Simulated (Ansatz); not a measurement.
## Geometry relaxation, with input and output: ZrSi2O6

The run: geometry relaxation of ZrSi2O6 (C222, 9 atoms in the cell). Method and program: DFT PBE, scalar-relativistic, plane waves, PAW, no spin polarisation (Ansatz 0.2.0).

The structure was made by a generator, so it may or may not be a known phase. Figures and captions count atoms from 1; the log counts them from 0 in places.

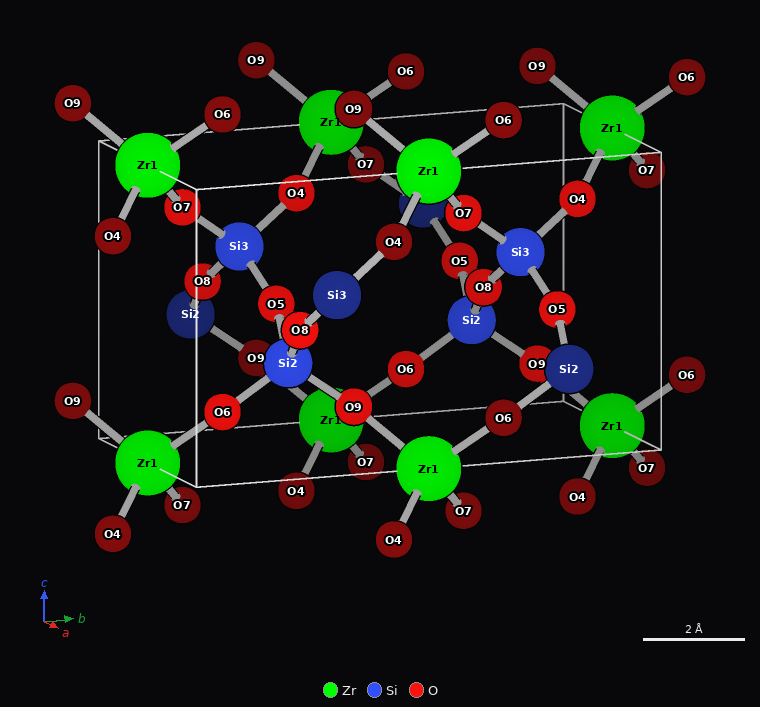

The structure as given in the input (ball-and-stick view of the cell 2 times as large as that of the calculation, set on its symmetry axes, seen slightly off an axis; neighbours outside the cell are drawn fainter; atoms are numbered from 1 in the order of the input). An atom can appear more than once, as a periodic image.

Input file
```yaml
crystal:
  lattice:
    - [2.6064982411, -4.977863995, 0.0]
    - [2.6064982411, 4.977863995, 0.0]
    - [0.0, 0.0, 6.0424239042]
  atoms:
    - { symbol: Zr, position: [0.5, 0.5, 0.0] }
    - { symbol: Si, position: [0.5, 0.0, 0.344871964] }
    - { symbol: Si, position: [0.0, 0.5, 0.655128036] }
    - { symbol: O, position: [0.8233191787, 0.587467437, 0.8102617557] }
    - { symbol: O, position: [0.2232569788, 0.7767430212, 0.5] }
    - { symbol: O, position: [0.587467437, 0.8233191787, 0.1897382443] }
    - { symbol: O, position: [0.1766808213, 0.412532563, 0.8102617557] }
    - { symbol: O, position: [0.7767430212, 0.2232569788, 0.5] }
    - { symbol: O, position: [0.412532563, 0.1766808213, 0.1897382443] }
basis:
  ecutwfc: 420
kpoints:
  mp_grid: { grid: [6, 6, 4] }
hamiltonian:
  xc: pbe
scf:
  occupations: { method: gaussian, width: 0.02 }
output:
  forces: true
  stress: true
  eigenvalues: true
relax:
  adjacent_minimum: "off"
  f_tol: 0.01
  max_steps: 80
  cell: { stress_tol: 0.05 }
```

Run on 1 thread of AMD EPYC (Zen 3), 189 GiB of memory available, shared host.

Run as:
```bash
ansatz run input.yaml --threads 1 --pin off --max-ram 2560MiB --backend cpu --events-out ev --progress --plain --runs-dir out
```

Output
```
Engine: ansatz 0.2.0, x86_64-unknown-linux-gnu
Pseudopotentials: kind: paw
Pseudopotential: Zr, paw, valence charge 12, recommended cutoff 420 eV (normal), Zr.paw.azcp
Pseudopotential: Si, paw, valence charge 4, recommended cutoff 420 eV (normal), Si.paw.azcp
Pseudopotential: O, paw, valence charge 6, recommended cutoff 420 eV (normal), O.paw.azcp
Functional definition: PBE
  parameter kappa = 0.804
  parameter beta = 0.06672455060314922
  exchange = pbe_x(kappa = kappa, mu = beta*pi^2/3)
  correlation = pbe_c(beta = beta)
Crystal: 9 atoms, lattice volume = 156.798 Å³
Basis set: ecut = 420 eV, 3077 PW (Γ), exchange–correlation on 80×80×90 points (8 copies of the dense FFT grid, shifted against one another)
Bands: 37, of which v1, the nominal top of the filled ones, is band 28 counted from 1 (27 counted from 0)
Symmetry: 4 space group operations
Space group: C222 (ITA 21), of the structure as read, at distance tolerance 5.4e-5 Å
k-points: 39 of 144 (time reversal used)
Non-local potential: Zr, projectors of the file, l = 0: 3, l = 1: 2, l = 2: 2, l = 3: 2
Non-local potential: Si, projectors of the file, l = 0: 2, l = 1: 2, l = 2: 2
Non-local potential: O, projectors of the file, l = 0: 2, l = 1: 2, l = 2: 1
PAW form: soft (Blöchl's): semilocal exchange-correlation on the pseudo side does not see the compensation charge
PAW one-centre angular grid: Zr, 590 points (default); XC on 64 Gauss nodes
PAW one-centre angular grid: Si, 110 points (default); XC on 64 Gauss nodes
PAW one-centre angular grid: O, 110 points (default); XC on 64 Gauss nodes
Initial density: superposition of atomic densities (neutral atoms: chi_scale 0, normalization atom), corrected by the library's trained network
Initial wavefunctions: pseudopotential atomic-orbital guess
Functional: x = pbe(κ = 0.804, μ = 0.2195149727645171), c = pbe(β = 0.06672455060314922)
SCF iter   1: F=—  HF=-8871.510913 eV  |F-HF|=—  |Δ(HF+E_count)|=         —  Δρ=1.95e-3  dr2=9.87e-3  ethr=1.77e-3  ⟨swp⟩=6.9  Hψ=6977  notcnv=0  defer=1
preconditioner: auto → Resta (q_TF=auto, 2.298 Å⁻¹)  ε∞=2.9  [insulator: Δε(μ)=5.021 eV  Ē_g=15.631 eV  σ=0.020 eV  W_gap=1.00  n_scr=26 (ndim 8)  ℏωp=21.8 eV  f_vac=0.270  D(μ)=0.00/eV (n_scr^D=0)  ε∞_Penn≈2.9]
SCF iter   2: F=—  HF=-8871.512170 eV  |F-HF|=—  |Δ(HF+E_count)|=   1.26e-3  Δρ=9.36e-4  dr2=1.05e-3  ethr=1.76e-5  ⟨swp⟩=2.9  Hψ=3214  notcnv=0  defer=103
SCF iter   3: F=—  HF=-8871.512895 eV  |F-HF|=—  |Δ(HF+E_count)|=   7.25e-4  Δρ=4.50e-4  dr2=3.32e-4  ethr=1.88e-6  ⟨swp⟩=2.0  Hψ=2207  notcnv=0  defer=103
SCF iter   4: F=—  HF=-8871.513230 eV  |F-HF|=—  |Δ(HF+E_count)|=   3.35e-4  Δρ=1.97e-4  dr2=6.99e-5  ethr=5.93e-7  ⟨swp⟩=2.0  Hψ=2208  notcnv=0  defer=103
SCF iter   5: F=—  HF=-8871.513341 eV  |F-HF|=—  |Δ(HF+E_count)|=   1.11e-4  Δρ=5.39e-5  dr2=5.32e-6  ethr=1.25e-7  ⟨swp⟩=2.0  Hψ=1983  notcnv=0  defer=103
SCF iter   6: F=—  HF=-8871.513347 eV  |F-HF|=—  |Δ(HF+E_count)|=   6.20e-6  Δρ=3.91e-5  dr2=1.78e-6  ethr=9.51e-9  ⟨swp⟩=2.0  Hψ=2276  notcnv=0  defer=103
SCF iter   7: F=-8871.513347 eV  HF=-8871.513347 eV  |F-HF|=1.08e-7  |Δ(HF+E_count)|=   1.65e-7  Δρ=6.39e-6  dr2=5.21e-8  ethr=1.79e-10  ⟨swp⟩=10.4  Hψ=7304  notcnv=0
SCF 1 converged in 7 iterations: F = -8871.513347 eV  dr2 = 5.21e-8
  greatest PAW one-centre occupation: 0.996 electrons in one spin orbital (limit 2), on the Zr atom at site 0 (counted from 0), in its partial waves of l = 0
relax step   1: F+E_penalty+E_count = -8871.51334743 eV  Δ(F+E_penalty+E_count) = +0.000e0 eV  max|allowed force component| = 9.219e-3 eV/Å  Δτ_max = 0.0000 Å  P = +0.009 GPa  Ω = 156.798 Å³  (7 SCF iters, dr2 threshold 1.00e-7 eV, accepted)
Crystal: 9 atoms, lattice volume = 156.800 Å³
Initial density: handed on by an earlier stage of this run
Initial wavefunctions: those handed on with the density
iter 1 solved again at ethr=1.41e-8 eV; its pass at ethr=3.10e-3 eV (dr2=7.87e-6 eV) is discarded
SCF iter   1: F=—  HF=-8871.513376 eV  |F-HF|=—  |Δ(HF+E_count)|=         —  Δρ=8.24e-5  dr2=8.77e-6  ethr=1.41e-8  ⟨swp⟩=3.0  Hψ=7359  notcnv=0
preconditioner: auto → Resta (q_TF=auto, 2.298 Å⁻¹)  ε∞=2.9  [insulator: Δε(μ)=5.052 eV  Ē_g=15.655 eV  σ=0.020 eV  W_gap=1.00  n_scr=26 (ndim 8)  ℏωp=21.8 eV  f_vac=0.269  D(μ)=0.00/eV (n_scr^D=0)  ε∞_Penn≈2.9]
SCF iter   2: F=—  HF=-8871.513390 eV  |F-HF|=—  |Δ(HF+E_count)|=   1.48e-5  Δρ=4.57e-5  dr2=2.39e-6  ethr=1.41e-8  ⟨swp⟩=2.1  Hψ=2142  notcnv=0
SCF iter   3: F=—  HF=-8871.513391 eV  |F-HF|=—  |Δ(HF+E_count)|=   4.97e-7  Δρ=2.58e-5  dr2=9.16e-7  ethr=4.26e-9  ⟨swp⟩=2.0  Hψ=2064  notcnv=0
SCF iter   4: F=—  HF=-8871.513391 eV  |F-HF|=—  |Δ(HF+E_count)|=   9.70e-8  Δρ=4.14e-6  dr2=2.91e-8  ethr=1.64e-9  ⟨swp⟩=2.0  Hψ=2064  notcnv=0
SCF iter   5: F=-8871.513391 eV  HF=-8871.513391 eV  |F-HF|=1.12e-9  |Δ(HF+E_count)|=   2.43e-8  Δρ=1.49e-6  dr2=2.80e-9  ethr=2.33e-11  ⟨swp⟩=4.4  Hψ=4888  notcnv=0
SCF 2 converged in 5 iterations: F = -8871.513391 eV  dr2 = 2.80e-9
relax step   2: F+E_penalty+E_count = -8871.51339083 eV  Δ(F+E_penalty+E_count) = -4.340e-5 eV  max|allowed force component| = 4.482e-3 eV/Å  Δτ_max = 0.0009 Å  P = +0.011 GPa  Ω = 156.800 Å³  energy of the carried Pulay correction = -1.868e-6 eV  (5 SCF iters, dr2 threshold 1.30e-8 eV, accepted)
Initial wavefunctions: pseudopotential atomic-orbital guess (no wavefunctions were taken with the density)
iter 1 solved again at ethr=3.43e-7 eV; its pass at ethr=3.10e-3 eV (dr2=1.92e-4 eV) is discarded
SCF iter   1: F=—  HF=-8871.513324 eV  |F-HF|=—  |Δ(HF+E_count)|=         —  Δρ=8.76e-6  dr2=1.13e-8  ethr=3.43e-7  ⟨swp⟩=3.4  Hψ=11474  notcnv=0
eigensolver tolerance schedule: the retry pair's looser diagonalisation over-reported the residual by 17062.53 of it (diagonalisation noise at an unbounded share of the residual, at the tolerance the schedule requests for it); recorded, not acted on — ethr = c·dr2/N_el stays at c = 1.0e-1
preconditioner: auto → Resta (q_TF=auto, 2.298 Å⁻¹)  ε∞=2.9  [insulator: Δε(μ)=5.052 eV  Ē_g=15.656 eV  σ=0.020 eV  W_gap=1.00  n_scr=26 (ndim 8)  ℏωp=21.8 eV  f_vac=0.269  D(μ)=0.00/eV (n_scr^D=0)  ε∞_Penn≈2.9]
SCF iter   2: F=—  HF=-8871.513410 eV  |F-HF|=—  |Δ(HF+E_count)|=   8.60e-5  Δρ=4.54e-6  dr2=4.40e-9  ethr=2.01e-11  ⟨swp⟩=3.7  Hψ=3280  notcnv=0
SCF iter   3: F=—  HF=-8871.513411 eV  |F-HF|=—  |Δ(HF+E_count)|=   1.03e-6  Δρ=2.51e-6  dr2=7.82e-10  ethr=7.86e-12  ⟨swp⟩=2.0  Hψ=2145  notcnv=0
SCF iter   4: F=—  HF=-8871.513411 eV  |F-HF|=—  |Δ(HF+E_count)|=   5.09e-7  Δρ=5.49e-7  dr2=1.70e-10  ethr=1.40e-12  ⟨swp⟩=2.0  Hψ=2379  notcnv=0
SCF iter   5: F=-8871.513411 eV  HF=-8871.513411 eV  |F-HF|=5.64e-10  |Δ(HF+E_count)|=   1.50e-8  Δρ=2.18e-7  dr2=4.78e-11  ethr=1.00e-12  ⟨swp⟩=5.3  Hψ=5045  notcnv=0
SCF 3 converged in 5 iterations: F = -8871.513411 eV  dr2 = 4.78e-11
relax step   3: F+E_penalty+E_count = -8871.51341120 eV  Δ(F+E_penalty+E_count) = -2.037e-5 eV  max|allowed force component| = 4.459e-3 eV/Å  Δτ_max = 0.0000 Å  P = +0.011 GPa  Ω = 156.800 Å³  stress off target by 4.36e-2 GPa  SCF on the basis re-selected at this cell (its energy is not comparable with the rows above)  (5 SCF iters)
```

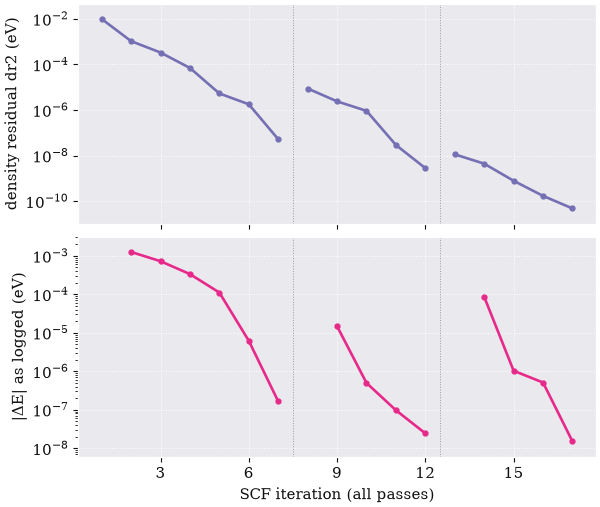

Convergence of the self-consistent field: density residual dr2 and size of the energy change against the SCF iteration. The dotted lines part the SCF passes of the relaxation: geometry steps, rejected trials and re-solves on a re-selected basis. The passes take 7, 5 and 5 iterations.

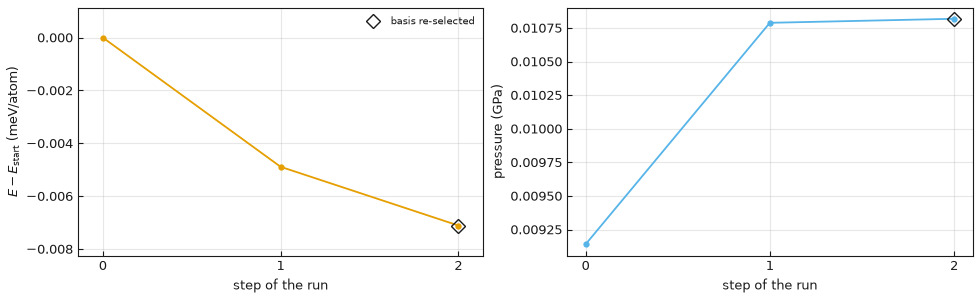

Progress of the relaxation, step by step (the first geometry is step 0 here and step 1 in the log). Over 1 geometry step the energy falls by next to nothing (0.0 meV per atom). Largest force component: 0.0092 eV/Å at the start, 0.0045 eV/Å at the end. Pressure: 0.01 GPa at the start and 0.01 GPa at the end. No atom moves by more than 0.005 Å relative to the cell. The space group stays C222 (No. 21). A last SCF at the same geometry on a re-selected plane-wave basis shifts the energy by next to nothing (0.0 meV per atom). (Atoms are counted from 1 in the order of the input.)

```
basis re-selected at this cell: Δ(F+E_penalty+E_count) = -2.037e-5 eV, ΔP = +0.000 GPa vs the last step (what re-selecting the basis moved, of the pressure what is left beyond the Pulay correction that the steps carried, after the strain that the cell walked since its last selection, with what the two solves' SCF thresholds leave and, on support functions, any second-order correction that the steps lacked; it is no measure of the basis error at this ecutwfc). This SCF's stress stands 4.36e-2 GPa from its target on what of the cell is left free (relax.cell.stress_tol is 5.00e-2 GPa) and its largest allowed force component is 4.46e-3 eV/Å (relax.f_tol is 1.00e-2 eV/Å): within both
SCF converged after 5 iterations
Free energy (F): -8871.513411 eV
Harris-Foulkes:  -8871.513411 eV  (|F-HF|=5.64e-10)
Internal energy: -8871.513411 eV  (E = F + TS)
E sigma→0 (E₀):  -8871.513411 eV
Fermi energy:    4.008412 eV
--- Per-component energies (eV) ---
  E_band       = -460.201489
  E_kinetic    = 1486.442532
  E_local      = -4523.472716  (includes V_loc(G=0)·N_el)
  E_nonlocal   = 411.913389
  E_hartree    = 1660.255516
  E_xc         = -717.416808
  E_vxc        = -852.591850  (∫ρ·V_xc dr)
  E_paw        = -4931.213334  (= ΣΔE_a)
  E_vpaw       = -303.019434  (= ΣTr[D̂ρ^β])
  E_aug_tail   = 0.015299  (compensation charges beyond the density's cutoff)
  E_ewald      = -2258.037289
  E_smearing   = -0.000000  (= −TS)
  E_closure    = 0.000000  (closes the sum)
  Σ components = -8871.513411   (vs F -8871.513411, Δ=0.00e0)
--- Forces (eV/Å), atoms counted from 1 ---
  atom   1  Zr     0.00000000     0.00000000     0.00000000
  atom   2  Si     0.00000000    -0.00000000     0.00118564
  atom   3  Si     0.00000000     0.00000000    -0.00118564
  atom   4  O      0.00042482     0.00228727     0.00333973
  atom   5  O      0.00000000     0.00445883     0.00000000
  atom   6  O      0.00042482    -0.00228727    -0.00333973
  atom   7  O     -0.00042482    -0.00228727     0.00333973
  atom   8  O      0.00000000    -0.00445883     0.00000000
  atom   9  O     -0.00042482     0.00228727    -0.00333973
  max |Σ_I F_I| component: 0.00e0 eV/Å
--- Stress (GPa, compression-positive) ---
       -0.014030       0.000000       0.000000
        0.000000       0.043567       0.000000
        0.000000       0.000000       0.002918
  P = ⅓ Tr σ = 0.0108 GPa (0.108 kbar)
--- Band table (eV; the first three rows and the last of 39) ---
  k-point 0: bands = ["-45.5390", "-23.8939", "-23.8888", "-23.8876", "-17.1516", "-15.7300", "-15.3667", "-15.2133", "-14.7017", "-14.5980", "-6.6101", "-3.9504", "-3.3924", "-2.7506", "-2.6243", "-1.9475", "-1.1054", "-0.9380", "-0.6922", "-0.4881", "-0.2593", "-0.1948", "0.0479", "0.6834", "0.6886", "1.1348", "1.2548", "1.2573", "6.5342", "7.1195", "7.2863", "8.0554", "8.3712", "8.6180", "10.3015", "11.1474", "11.3757"]
  k-point 1: bands = ["-45.5390", "-23.8939", "-23.8891", "-23.8876", "-17.1211", "-15.7300", "-15.5982", "-15.0059", "-14.7084", "-14.5915", "-6.6348", "-3.9321", "-3.3286", "-2.8046", "-2.5734", "-2.0516", "-1.0001", "-0.8185", "-0.7108", "-0.6525", "-0.3510", "-0.0282", "0.0841", "0.0922", "0.9238", "1.1893", "1.3571", "1.4042", "6.8850", "7.1594", "7.3134", "7.9238", "8.3607", "8.4814", "9.5657", "11.2241", "11.3198"]
  k-point 2: bands = ["-45.5390", "-23.8939", "-23.8894", "-23.8875", "-17.0879", "-15.7315", "-15.7301", "-14.8995", "-14.7144", "-14.5858", "-6.6592", "-3.9128", "-3.2538", "-2.8673", "-2.5156", "-2.1517", "-0.8943", "-0.7850", "-0.6745", "-0.5621", "-0.4685", "-0.3846", "0.0358", "0.2441", "0.7425", "1.3915", "1.4553", "1.4763", "7.0812", "7.1918", "7.7907", "8.0830", "8.3038", "8.3454", "8.3552", "11.2154", "11.3617"]
  k-point 38: bands = ["-45.5390", "-23.8977", "-23.8950", "-23.8851", "-17.0964", "-15.7320", "-15.3433", "-15.0074", "-14.9611", "-14.6337", "-6.5924", "-3.9663", "-3.2039", "-3.0301", "-2.7952", "-2.1455", "-0.7224", "-0.6711", "-0.6483", "-0.3789", "-0.0302", "0.0538", "0.1217", "0.1530", "0.7031", "0.9515", "1.0687", "1.1467", "7.0283", "7.5772", "7.6322", "8.0822", "8.3416", "9.4469", "10.1190", "10.1907", "10.3135"]
--- Relaxed structure (2 steps of the walk, 2 accepted, 1 SCFs on fresh bases) ---
  F+E_penalty+E_count = -8871.51341120 eV   max|allowed force component| = 4.459e-3 eV/Å   (the final SCF, on the basis selected at the relaxed cell)
  cell:  # Å, volume = 156.7996 Å³
    - [2.605955221213203, -4.980650809921119, 0.0]
    - [2.605955221213203, 4.980650809921119, 0.0]
    - [0.0, 0.0, 6.040345606851179]
  atoms:
    - { symbol: Zr, position: [0.5000000000000001, 0.5000000000000001, 0.0] }
    - { symbol: Si, position: [0.5000000000000001, 0.0, 0.3447632097180567] }
    - { symbol: Si, position: [0.0, 0.5000000000000001, 0.6552367902819434] }
    - { symbol: O, position: [0.823364205037616, 0.587424926092398, 0.8103896246397302] }
    - { symbol: O, position: [0.22326304851252277, 0.7767369514874775, 0.5] }
    - { symbol: O, position: [0.587424926092398, 0.823364205037616, 0.18961037536026984] }
    - { symbol: O, position: [0.17663579496238416, 0.41257507390760206, 0.8103896246397302] }
    - { symbol: O, position: [0.7767369514874775, 0.22326304851252277, 0.5] }
    - { symbol: O, position: [0.41257507390760206, 0.17663579496238416, 0.18961037536026984] }
```

Trajectory as extended XYZ (Å, eV, eV/Å), 3 frames, from step=1 to step=3
```
9
Lattice="2.6065 -4.9779 0.0000 2.6065 4.9779 0.0000 0.0000 0.0000 6.0424" Properties=species:S:1:pos:R:3:forces:R:3 step=1 energy=-8871.51335 pressure_GPa=0.01
Zr    2.6065    0.0000    0.0000    0.0000   0.0000   0.0000
Si    1.3032   -2.4889    2.0839    0.0000   0.0000   0.0012
Si    1.3032    2.4889    3.9586    0.0000   0.0000  -0.0012
O     3.6772   -1.1740    4.8959   -0.0024   0.0072   0.0092
O     2.6065    2.7552    3.0212    0.0000   0.0046   0.0000
O     3.6772    1.1740    1.1465   -0.0024  -0.0072  -0.0092
O     1.5358    1.1740    4.8959    0.0024  -0.0072   0.0092
O     2.6065   -2.7552    3.0212    0.0000  -0.0046   0.0000
O     1.5358   -1.1740    1.1465    0.0024   0.0072  -0.0092
9
Lattice="2.6060 -4.9807 0.0000 2.6060 4.9807 0.0000 0.0000 0.0000 6.0403" Properties=species:S:1:pos:R:3:forces:R:3 step=2 energy=-8871.51339 pressure_GPa=0.01
Zr    2.6060    0.0000    0.0000    0.0000   0.0000   0.0000
Si    1.3030   -2.4903    2.0825    0.0000   0.0000   0.0011
Si    1.3030    2.4903    3.9579    0.0000   0.0000  -0.0011
O     3.6765   -1.1751    4.8950    0.0004   0.0023   0.0033
O     2.6060    2.7567    3.0202    0.0000   0.0045   0.0000
O     3.6765    1.1751    1.1453    0.0004  -0.0023  -0.0033
O     1.5355    1.1751    4.8950   -0.0004  -0.0023   0.0033
O     2.6060   -2.7567    3.0202    0.0000  -0.0045   0.0000
O     1.5355   -1.1751    1.1453   -0.0004   0.0023  -0.0033
9
Lattice="2.6060 -4.9807 0.0000 2.6060 4.9807 0.0000 0.0000 0.0000 6.0403" Properties=species:S:1:pos:R:3:forces:R:3 step=3 energy=-8871.51341 pressure_GPa=0.01
Zr    2.6060    0.0000    0.0000    0.0000   0.0000   0.0000
Si    1.3030   -2.4903    2.0825    0.0000   0.0000   0.0012
Si    1.3030    2.4903    3.9579    0.0000   0.0000  -0.0012
O     3.6765   -1.1751    4.8950    0.0004   0.0023   0.0033
O     2.6060    2.7567    3.0202    0.0000   0.0045   0.0000
O     3.6765    1.1751    1.1453    0.0004  -0.0023  -0.0033
O     1.5355    1.1751    4.8950   -0.0004  -0.0023   0.0033
O     2.6060   -2.7567    3.0202    0.0000  -0.0045   0.0000
O     1.5355   -1.1751    1.1453   -0.0004   0.0023  -0.0033
```

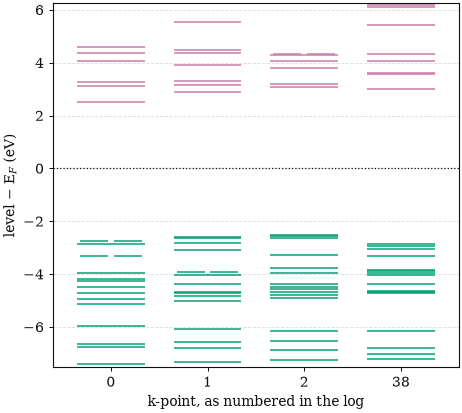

Kohn–Sham levels near the Fermi level (dotted) at the few k-points that the log prints; levels within 0.02 eV of each other stand side by side. Among these points the highest filled and lowest empty levels are 5.06 eV apart, which is the gap on the mesh.

Results in brief

| quantity | value |
| --- | --- |
| outcome | converged |
| space group (tolerance 0.01 Å) | C222 (21) |
| electrons treated | 56 |
| free energy | −8871.5134 eV |
| Fermi energy | 4.008 eV |
| gap on the k-point mesh | 5.05 eV |
| pressure | 0.01 GPa |
| final volume | 156.80 Å³ |
| largest force (length of the vector) at the end | 0.004 eV/Å |
| final cell | a = 5.621 Å, b = 5.621 Å, c = 6.040 Å, α = 90.00°, β = 90.00°, γ = 124.76° |
| wall time | 1.9 min |
| peak memory | 0.52 GiB |
